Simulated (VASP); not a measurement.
# Geometry relaxation of PtSe$_{2}$ (part 2 of 5)

The same run, continued: PtSe$_{2}$ (slab, 9 atoms in the cell); Kohn-Sham DFT of a periodic cell, PBE with D3(BJ), VASP PAW PBE potentials, recommended, no spin polarisation (VASP 6.6.1); cutoff 600 eV, 9×9×1 k-mesh, Gaussian smearing of 0.03 eV. The structure derives from an entry of the Crystallography Open Database.

Geometry of the input (Å; fractional positions):
```
3.7240  0.0000  0.0000
-1.8620  3.2251  0.0000
0.0000  0.0000  30.6550
Se 0.6667  0.3333  0.2936
Se 0.3333  0.6667  0.3762
Se 0.6667  0.3333  0.4587
Se 0.3333  0.6667  0.5413
Se 0.6667  0.3333  0.6238
Se 0.3333  0.6667  0.7064
Pt 0.0000  0.0000  0.3349
Pt 0.0000  0.0000  0.5000
Pt 0.0000  0.0000  0.6651
```

### OSZICAR, continued
```
DAV:   4    -0.427221976774E+02    0.31087E-04   -0.22852E-04  1015   0.733E-02    0.321E-02
DAV:   5    -0.427221951492E+02    0.25282E-05   -0.60730E-05  1118   0.536E-02    0.130E-02
DAV:   6    -0.427221940016E+02    0.11477E-05   -0.84354E-06  1021   0.188E-02    0.864E-03
DAV:   7    -0.427221933489E+02    0.65267E-06   -0.72596E-06   936   0.108E-02
  19 F= -.46446624E+02 E0= -.46446623E+02  d E =-.960107E-03
       N       E                     dE             d eps       ncg     rms          rms(c)
DAV:   1    -0.427013835848E+02    0.20810E-01   -0.69891E+00   936   0.103E+01    0.596E-01
DAV:   2    -0.427151421563E+02   -0.13759E-01   -0.14355E-01   971   0.180E+00    0.353E-01
DAV:   3    -0.427146884014E+02    0.45375E-03   -0.32462E-03  1021   0.318E-01    0.220E-01
DAV:   4    -0.427143822092E+02    0.30619E-03   -0.22341E-03   986   0.220E-01    0.901E-02
DAV:   5    -0.427143659341E+02    0.16275E-04   -0.43984E-04  1133   0.146E-01    0.389E-02
DAV:   6    -0.427143556730E+02    0.10261E-04   -0.61482E-05  1057   0.518E-02    0.261E-02
DAV:   7    -0.427143495218E+02    0.61512E-05   -0.58433E-05   950   0.313E-02    0.521E-03
DAV:   8    -0.427143494929E+02    0.28835E-07   -0.27129E-06   670   0.908E-03
  20 F= -.46449087E+02 E0= -.46449082E+02  d E =-.342369E-02
       N       E                     dE             d eps       ncg     rms          rms(c)
DAV:   1    -0.426446503569E+02    0.69699E-01   -0.28028E+01   936   0.206E+01    0.122E+00
DAV:   2    -0.426996324147E+02   -0.54982E-01   -0.57235E-01   978   0.360E+00    0.712E-01
DAV:   3    -0.426977937611E+02    0.18387E-02   -0.12839E-02  1021   0.630E-01    0.443E-01
DAV:   4    -0.426965064916E+02    0.12873E-02   -0.92776E-03   964   0.437E-01    0.173E-01
DAV:   5    -0.426964568348E+02    0.49657E-04   -0.14787E-03  1109   0.267E-01    0.770E-02
DAV:   6    -0.426964207896E+02    0.36045E-04   -0.21201E-04  1041   0.993E-02    0.514E-02
DAV:   7    -0.426963979355E+02    0.22854E-04   -0.21391E-04   950   0.607E-02    0.985E-03
DAV:   8    -0.426963978607E+02    0.74767E-07   -0.11169E-05  1105   0.175E-02    0.596E-03
DAV:   9    -0.426963983089E+02   -0.44820E-06   -0.92719E-07   468   0.499E-03
  21 F= -.46451974E+02 E0= -.46451927E+02  d E =-.631005E-02
       N       E                     dE             d eps       ncg     rms          rms(c)
DAV:   1    -0.426740770661E+02    0.22321E-01   -0.66973E+00   936   0.101E+01    0.583E-01
DAV:   2    -0.426872453036E+02   -0.13168E-01   -0.13776E-01   978   0.177E+00    0.344E-01
DAV:   3    -0.426867990543E+02    0.44625E-03   -0.31203E-03  1021   0.316E-01    0.216E-01
DAV:   4    -0.426865081960E+02    0.29086E-03   -0.20887E-03  1000   0.216E-01    0.900E-02
DAV:   5    -0.426864892485E+02    0.18948E-04   -0.44834E-04  1125   0.147E-01    0.379E-02
DAV:   6    -0.426864797070E+02    0.95415E-05   -0.62426E-05  1049   0.525E-02    0.252E-02
DAV:   7    -0.426864740957E+02    0.56113E-05   -0.56727E-05   943   0.306E-02    0.561E-03
DAV:   8    -0.426864739681E+02    0.12752E-06   -0.26875E-06   646   0.941E-03
  22 F= -.46452353E+02 E0= -.46452251E+02  d E =-.668903E-02
       N       E                     dE             d eps       ncg     rms          rms(c)
DAV:   1    -0.426818193806E+02    0.46547E-02   -0.11065E+00   936   0.422E+00    0.334E-01
DAV:   2    -0.426848804538E+02   -0.30611E-02   -0.36688E-02  1045   0.844E-01    0.171E-01
DAV:   3    -0.426847493398E+02    0.13111E-03   -0.10075E-03  1029   0.194E-01    0.100E-01
DAV:   4    -0.426847217914E+02    0.27548E-04   -0.27700E-04  1087   0.974E-02    0.589E-02
DAV:   5    -0.426847040599E+02    0.17731E-04   -0.16869E-04  1082   0.841E-02    0.217E-02
DAV:   6    -0.426847030008E+02    0.10591E-05   -0.30895E-05  1035   0.379E-02    0.108E-02
DAV:   7    -0.426847014223E+02    0.15784E-05   -0.11179E-05   944   0.142E-02    0.383E-03
DAV:   8    -0.426847013720E+02    0.50332E-07   -0.69944E-07   468   0.537E-03
  23 F= -.46454176E+02 E0= -.46454011E+02  d E =-.182383E-02
       N       E                     dE             d eps       ncg     rms          rms(c)
DAV:   1    -0.426821657229E+02    0.25357E-02   -0.31930E-01   936   0.227E+00    0.180E-01
DAV:   2    -0.426830475901E+02   -0.88187E-03   -0.10633E-02  1045   0.455E-01    0.918E-02
DAV:   3    -0.426830070915E+02    0.40499E-04   -0.30274E-04  1029   0.107E-01    0.537E-02
DAV:   4    -0.426829993197E+02    0.77719E-05   -0.78910E-05  1087   0.528E-02    0.323E-02
DAV:   5    -0.426829930888E+02    0.62309E-05   -0.50446E-05  1074   0.461E-02    0.120E-02
DAV:   6    -0.426829927522E+02    0.33655E-06   -0.94817E-06  1006   0.213E-02
  24 F= -.46454401E+02 E0= -.46454198E+02  d E =-.204825E-02
       N       E                     dE             d eps       ncg     rms          rms(c)
DAV:   1    -0.426736437693E+02    0.93493E-02   -0.26297E-01   936   0.232E+00    0.331E-01
DAV:   2    -0.426721633144E+02    0.14805E-02   -0.13406E-02   971   0.763E-01    0.175E-01
DAV:   3    -0.426717829604E+02    0.38035E-03   -0.96246E-04  1029   0.220E-01    0.798E-02
DAV:   4    -0.426716773344E+02    0.10563E-03   -0.58827E-04   992   0.989E-02    0.362E-02
DAV:   5    -0.426716826255E+02   -0.52911E-05   -0.30341E-05  1225   0.304E-02    0.236E-02
DAV:   6    -0.426716841145E+02   -0.14890E-05   -0.13327E-05  1091   0.234E-02    0.735E-03
DAV:   7    -0.426716843982E+02   -0.28369E-06   -0.38961E-06   714   0.133E-02
  25 F= -.46454711E+02 E0= -.46454478E+02  d E =-.310129E-03
       N       E                     dE             d eps       ncg     rms          rms(c)
DAV:   1    -0.426742552720E+02   -0.25712E-02   -0.11766E-02   936   0.491E-01    0.694E-02
DAV:   2    -0.426741889875E+02    0.66285E-04   -0.58960E-04   971   0.160E-01    0.371E-02
DAV:   3    -0.426741709247E+02    0.18063E-04   -0.41922E-05  1029   0.459E-02    0.172E-02
DAV:   4    -0.426741646160E+02    0.63086E-05   -0.27057E-05   992   0.211E-02    0.756E-03
DAV:   5    -0.426741644968E+02    0.11924E-06   -0.10398E-06   468   0.634E-03
  26 F= -.46454734E+02 E0= -.46454507E+02  d E =-.332915E-03
       N       E                     dE             d eps       ncg     rms          rms(c)
DAV:   1    -0.426733705481E+02    0.79407E-03   -0.51689E-02   936   0.899E-01    0.620E-02
DAV:   2    -0.426734681270E+02   -0.97579E-04   -0.11392E-03  1029   0.161E-01    0.302E-02
DAV:   3    -0.426734633279E+02    0.47991E-05   -0.26469E-05  1072   0.287E-02    0.187E-02
DAV:   4    -0.426734606144E+02    0.27135E-05   -0.20637E-05  1027   0.241E-02    0.682E-03
DAV:   5    -0.426734595027E+02    0.11117E-05   -0.54344E-06   841   0.181E-02    0.271E-03
DAV:   6    -0.426734593570E+02    0.14571E-06   -0.65639E-07   468   0.514E-03
  27 F= -.46454877E+02 E0= -.46454631E+02  d E =-.143269E-03
       N       E                     dE             d eps       ncg     rms          rms(c)
DAV:   1    -0.426732001111E+02    0.25939E-03   -0.46514E-03   936   0.270E-01    0.187E-02
DAV:   2    -0.426732085610E+02   -0.84499E-05   -0.10312E-04  1029   0.486E-02    0.908E-03
DAV:   3    -0.426732079135E+02    0.64749E-06   -0.21033E-06   712   0.814E-03
  28 F= -.46454881E+02 E0= -.46454629E+02  d E =-.146815E-03
       N       E                     dE             d eps       ncg     rms          rms(c)
DAV:   1    -0.426732832867E+02   -0.74726E-04   -0.40235E-04   936   0.790E-02    0.547E-03
DAV:   2    -0.426732841174E+02   -0.83070E-06   -0.95863E-06  1015   0.166E-02
  29 F= -.46454881E+02 E0= -.46454631E+02  d E =-.147072E-03
       N       E                     dE             d eps       ncg     rms          rms(c)
DAV:   1    -0.426732607705E+02    0.22516E-04   -0.38325E-05   936   0.253E-02    0.240E-03
DAV:   2    -0.426732608392E+02   -0.68636E-07   -0.10887E-06   468   0.559E-03
  30 F= -.46454881E+02 E0= -.46454630E+02  d E =-.146971E-03
       N       E                     dE             d eps       ncg     rms          rms(c)
DAV:   1    -0.426723660648E+02    0.89471E-03   -0.23287E-03   936   0.228E-01    0.348E-02
DAV:   2    -0.426723500376E+02    0.16027E-04   -0.16355E-04  1023   0.797E-02    0.173E-02
DAV:   3    -0.426723463558E+02    0.36818E-05   -0.10977E-05  1034   0.228E-02    0.780E-03
DAV:   4    -0.426723454443E+02    0.91145E-06   -0.60267E-06   936   0.109E-02
  31 F= -.46454905E+02 E0= -.46454652E+02  d E =-.237454E-04
```

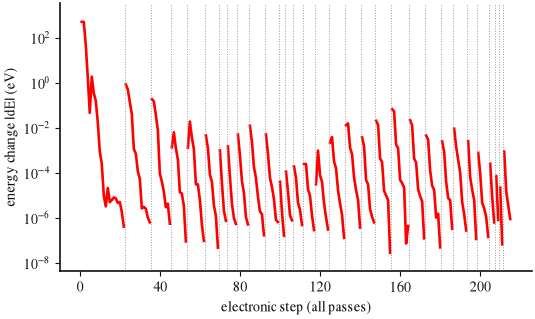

Figure 1. Convergence of the self-consistent field: energy change |dE| against the electronic step. Each stretch between dotted lines is the SCF of one geometry step of a relaxation. The 31 ionic steps take 2 to 22 electronic steps each. The density is held fixed in the first few steps, and dE rises again when its update begins.

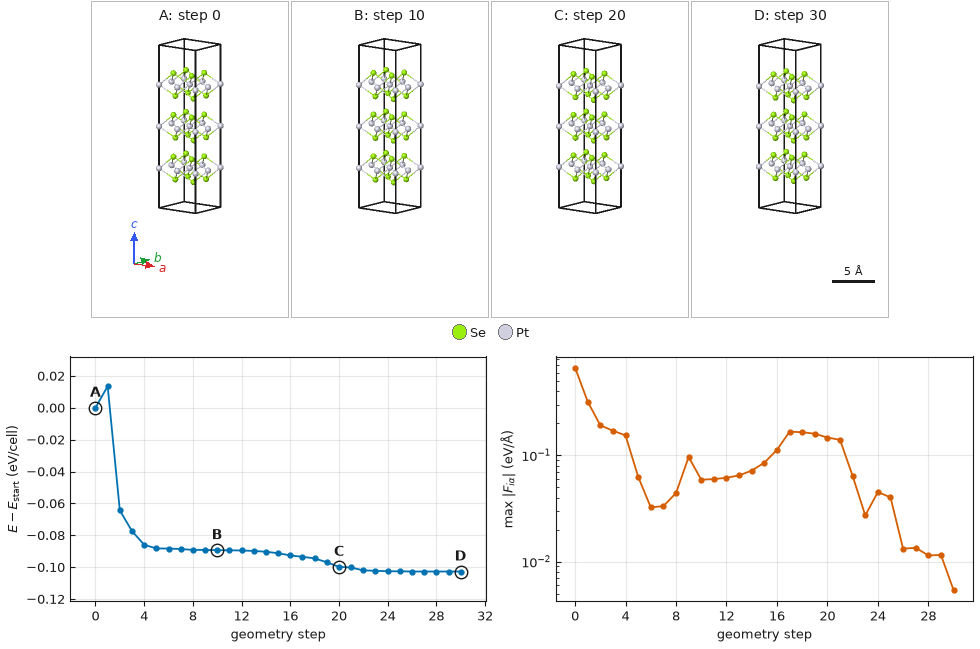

Figure 2. Frames of the relaxation (ball-and-stick view of the 2 × 2 repeat of the cell, with the vacuum cut short, seen slightly off an axis) above the curves, on which the letters mark them (steps are counted from 0).

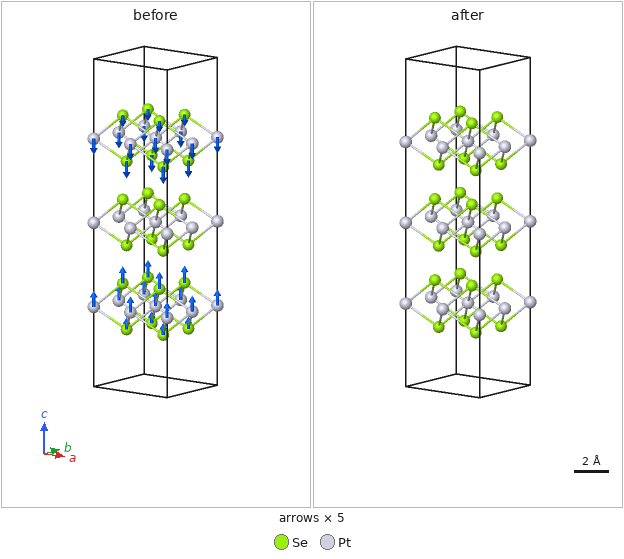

Figure 3. Before (left) and after (right) the relaxation, at one scale (ball-and-stick view of the 2 × 2 repeat of the cell, with the vacuum cut short, seen slightly off an axis). The blue arrows give the displacements (without the part carried along by the change of the cell), magnified 5 times. The largest moves relative to the cell, 0.21 Å, are those of Se2 and Se5. Largest moves by element: Se 0.21 Å, Pt 0.19 Å. In the plane the drawn cell goes a 7.448 → 7.497 Å (+0.7 %), b 7.448 → 7.497 Å (+0.7 %). Distances before and after: Se1–Pt7 2.495 → 2.531 Å, Se3–Pt8 2.495 → 2.522 Å, Se2–Pt7 2.495 → 2.514 Å. The energy falls by 0.103 eV per cell of the calculation in 30 geometry steps. Largest force component: 0.67 eV/Å at the start, 0.0054 eV/Å at the end. (Atoms are counted from 1 in the order of the input.)

### Parts of OUTCAR
```
PREC = Accurate
   ENCUT = 600
   EDIFF = 1E-6
   ISMEAR = 0
   LREAL = F
   LASPH = T
   NELM = 80
   ISIF = 3
   GGA = PE
   IVDW = 12
   IBRION = 2
   NSW = 90
   EDIFFG = -0.01
 IVDW          = 12
 VDW_S6        =  1.00000000  s6, scaling of the dipole-dipole dispersion
 VDW_S8        =  0.78750002  s8, scaling of the dipole-quadrupole dispersion
 VDW_A1        =  0.42890000  a1, scaling of the critical radii
 VDW_A2        =  4.44070005  a2, offset of the critical radii
 VDW_RADIUS    = 50.20216178  two-body interaction cutoff (in Angstroms)
 VDW_CNRADIUS  = 21.16708996  CN, coordination number cutoff (in Angstroms)

 ion  position               nearest neighbor table
   1  0.667  0.333  0.294-   7 2.49   7 2.49   7 2.49
   2  0.333  0.667  0.376-   7 2.49   7 2.49   7 2.49
   3  0.667  0.333  0.459-   8 2.49   8 2.49   8 2.49
   4  0.333  0.667  0.541-   8 2.49   8 2.49   8 2.49
   5  0.667  0.333  0.624-   9 2.49   9 2.49   9 2.49
   6  0.333  0.667  0.706-   9 2.49   9 2.49   9 2.49
   7  0.000  0.000  0.335-   2 2.49   1 2.49   2 2.49   1 2.49   2 2.49   1 2.49
   8  0.000  0.000  0.500-   3 2.49   4 2.49   4 2.49   3 2.49   3 2.49   4 2.49
   9  0.000  0.000  0.665-   5 2.49   6 2.49   5 2.49   6 2.49   5 2.49   6 2.49

  LATTYP: Found a hexagonal cell.
 ALAT       =     3.7240000000
 C/A-ratio  =     8.2317400644

  Lattice vectors:

 A1 = (   3.7240000000,   0.0000000000,   0.0000000000)
 A2 = (  -1.8620000000,   3.2250786000,   0.0000000000)
 A3 = (   0.0000000000,   0.0000000000,  30.6550000000)

Analysis of symmetry for initial positions (statically):
=====================================================================
 Subroutine PRICEL returns:
 Original cell was already a primitive cell.

 Routine SETGRP: Setting up the symmetry group for a
 hexagonal supercell.

 Subroutine GETGRP returns: Found 12 space group operations
 (whereof 12 operations were pure point group operations)
 out of a pool of 24 trial point group operations.

The static configuration has the point symmetry D_3d.

Analysis of symmetry for dynamics (positions and initial velocities):
=====================================================================
 Subroutine PRICEL returns:
 Original cell was already a primitive cell.

 Routine SETGRP: Setting up the symmetry group for a
 hexagonal supercell.

 Subroutine GETGRP returns: Found 12 space group operations
 (whereof 12 operations were pure point group operations)
 out of a pool of 24 trial point group operations.

The dynamic configuration has the point symmetry D_3d.

 Subroutine INISYM returns: Found 12 space group operations
 (whereof 12 operations are pure point group operations),
 and found     1 'primitive' translations

----------------------------------------------------------------------------------------

                                     Primitive cell

  volume of cell :     368.1725

  direct lattice vectors                    reciprocal lattice vectors
     3.724000000  0.000000000  0.000000000     0.268528464  0.155034981  0.000000000
    -1.862000000  3.225078600  0.000000000     0.000000000  0.310069962  0.000000000
     0.000000000  0.000000000 30.655000000     0.000000000  0.000000000  0.032621106

  length of vectors
     3.724000000  3.723999997 30.655000000     0.310069962  0.310069962  0.032621106

  position of ions in fractional coordinates (direct lattice)
     0.666666670  0.333333330  0.293589950
     0.333333330  0.666666670  0.376153970
     0.666666670  0.333333330  0.458717990
     0.333333330  0.666666670  0.541282010
     0.666666670  0.333333330  0.623846030
     0.333333330  0.666666670  0.706410050
     0.000000000  0.000000000  0.334871960
     0.000000000  0.000000000  0.500000000
     0.000000000  0.000000000  0.665128040

  ion indices of the primitive-cell ions
   primitive index   ion index
                 1           1
                 2           2
                 3           3
                 4           4
                 5           5
                 6           6
                 7           7
                 8           8
                 9           9

----------------------------------------------------------------------------------------

 KPOINTS: Automatic mesh

Automatic generation of k-mesh.
 Grid dimensions read from file:
 generate k-points for:    9    9    1

 Generating k-lattice:

  Cartesian coordinates                     Fractional coordinates (reciprocal lattice)
     0.029836496  0.017226109  0.000000000     0.111111111  0.000000000  0.000000000
     0.000000000  0.034452218  0.000000000     0.000000000  0.111111111  0.000000000
     0.000000000  0.000000000  0.032621106     0.000000000  0.000000000  1.000000000

  Length of vectors
     0.034452218  0.034452218  0.032621106

  Shift w.r.t. Gamma in fractional coordinates (k-lattice)
     0.000000000  0.000000000  0.000000000

 Subroutine IBZKPT returns following result:
 ===========================================

 Found     12 irreducible k-points:

 Following reciprocal coordinates:
            Coordinates               Weight
  0.000000  0.000000  0.000000      1.000000
  0.111111 -0.000000  0.000000      6.000000
  0.222222 -0.000000  0.000000      6.000000
  0.333333 -0.000000  0.000000      6.000000
  0.444444 -0.000000  0.000000      6.000000
  0.111111  0.111111  0.000000      6.000000
  0.222222  0.111111  0.000000     12.000000
  0.333333  0.111111  0.000000     12.000000
  0.444444  0.111111  0.000000      6.000000
  0.222222  0.222222  0.000000      6.000000
  0.333333  0.222222  0.000000     12.000000
  0.333333  0.333333  0.000000      2.000000
```
